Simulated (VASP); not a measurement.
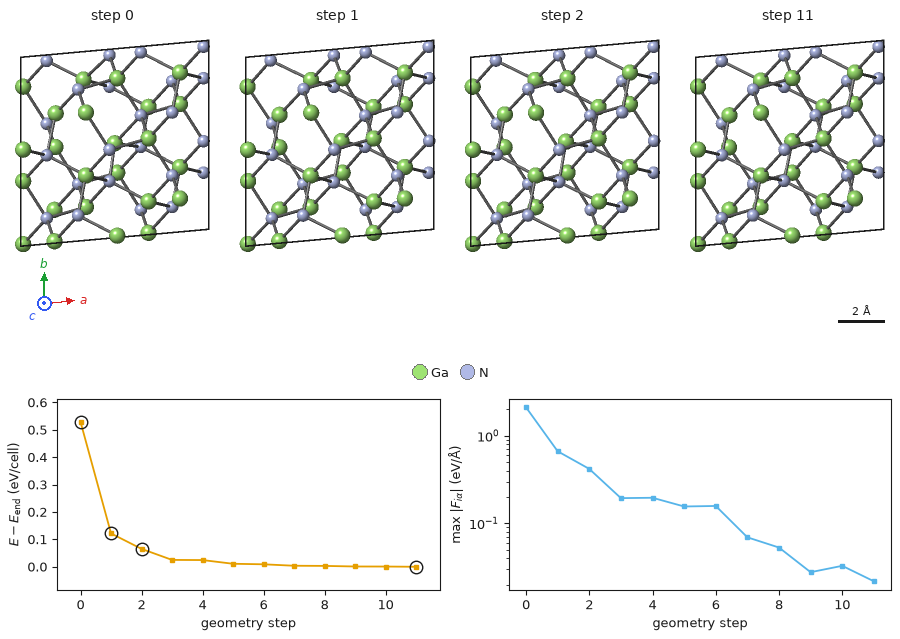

Frames of a relaxation of a defect cell of composition Ga₂₄N₂₃, marked on the history of the run. Style: ball-and-stick. Shown: the cell of the calculation (origin shifted), along the c axis.

The run lets the atoms move in a fixed cell.

Computed with Kohn-Sham DFT of a periodic cell, PBE, VASP PAW PBE potentials, recommended in VASP.

The input:
```
PREC = Normal
ENCUT = 450
EDIFF = 1E-6
ISMEAR = 0
SIGMA = 0.01
LREAL = Auto
LASPH = True
NELM = 80
ALGO = Normal
ISIF = 2
LWAVE = False
LCHARG = False
GGA = PE
IBRION = 2
NSW = 70
EDIFFG = -0.025
ICORELEVEL = 1
NELECT = 426.0
ISYM = 0
LUSENCCL = False
```

Run as
```bash
cat potpaw_PBE.64/Ga_d/POTCAR potpaw_PBE.64/N/POTCAR > POTCAR
mpirun -np 1 vasp_std > vasp.out
```

Describe the path.

The atom that moves furthest is a Ga atom (0.16 Å along [3 2 −2]). By element the largest moves are Ga 0.16 Å, N 0.02 Å. The cell stays as it was. Among the contacts that change: Ga–N 2.078 → 1.954 Å, Ga–N 1.837 → 1.956 Å, Ga–N 2.048 → 1.954 Å, Ga–N 2.028 → 1.946 Å. Bond angles that change, for instance: N–Ga–N 102.4° → 109.5°, Ga–N–Ga 113.0° → 109.1°, N–Ga–N 106.3° → 110.2°. Over 11 geometry steps the energy falls by 0.529 eV per cell of the calculation. Largest force component: 2.1 eV/Å at the start, 0.022 eV/Å at the end. It ran on 1 × NVIDIA H100 80GB with 1 thread of AMD EPYC 7R13 Processor (Zen 3), on a shared host. From step 0 to 1: a Ga atom moves most (0.14 Å), energy −0.407 eV per cell of the calculation. From step 1 to 2: a Ga atom moves most (0.04 Å), energy −56.4 meV per cell of the calculation. From step 2 to 11: a Ga atom moves most (0.06 Å), energy −65.4 meV per cell of the calculation.

Limits of the set-up: the periodic images lie only 8.3 Å apart, so the values are limited by the cell's size.
